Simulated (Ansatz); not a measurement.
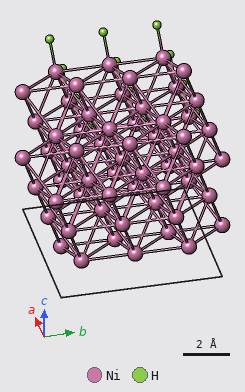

Starting structure of a slab of composition Ni5H (cut from the Fm-3m phase). The picture is a ball-and-stick view of the 3 × 3 repeat of the cell, outlined in the plane, without the vacuum, seen from a free direction.

Case: H put at a bridge Ni-Ni site. The slab is the (1 0 0) face of Ni with H on it. 2 atoms are held fixed.

All numbers below come from Ansatz, DFT PBEsol, scalar-relativistic, plane waves, PAW.

The input:
```yaml
crystal:
  lattice:
    - [2.4488173384, 0.0, 0.0]
    - [0.0, 2.4488173384, 0.0]
    - [0.0, 0.0, 25.9263013834]
  atoms:
    - { symbol: Ni, position: [0.5, 0.5, 0.3278523949], spin: 0.85 }
    - { symbol: Ni, position: [0.0, 0.0, 0.3946407625], spin: 0.75 }
    - { symbol: Ni, position: [0.5, 0.5, 0.4617766311], spin: 0.75 }
    - { symbol: Ni, position: [0.0, 0.0, 0.529195141], spin: 0.76 }
    - { symbol: Ni, position: [0.5, 0.5, 0.5934493259], spin: 0.84 }
    - { symbol: H, position: [0.0, 0.5, 0.6304773611], spin: 1.0 }
basis:
  ecutwfc: 420
kpoints:
  mp_grid: { grid: [12, 12, 1] }
hamiltonian:
  xc: pbesol
scf:
  occupations: { method: gaussian, width: 0.1 }
output:
  forces: true
  eigenvalues: true
  populations: true
  write_density: true
  write_potential: true
  elf: true
  volumetric_format: npy
magnetization:
  spin_polarized: true
relax:
  adjacent_minimum: "off"
  f_tol: 0.03
  max_steps: 70
  constraints: [{ sites: [0, 1] }]
efield:
  axis: 3
  dipole_correction: true
  ramp_width: 0.04
```

Launched with:
```bash
ansatz run input.yaml --threads 2 --pin off --max-ram 5120MiB --backend cpu --events-out ev --progress --plain --runs-dir out
```

Predict the outcome.

After 2 accepted moves (3 points after the start) the energy has fallen by 33.0 meV per cell of the calculation. The largest force component goes from 0.54 to 0.027 eV/Å. 1 step only repeated the SCF at the same geometry. The atom that moves furthest is H6 (0.11 Å along the normal (+c)). Largest moves by element: H 0.11 Å, Ni 0.05 Å. The cell doesn't change. Some distances before and after: Ni4–Ni5 2.403 → 2.448 Å, Ni5–H6 1.556 → 1.598 Å. Bond angles that change, for instance: Ni5–H6–Ni5 103.8° → 100.0°. Cost: 4.5 min on 2 threads of Arm Neoverse V2, with other jobs on the host, peak memory 0.9 GiB.

After the run, drawn alike:

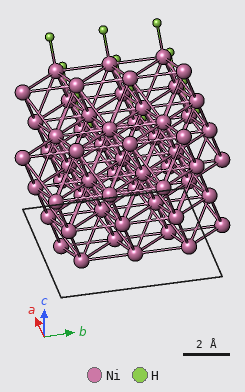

Limits of the set-up: the periodic images lie only 2.4 Å apart, so the values are limited by the cell's size.
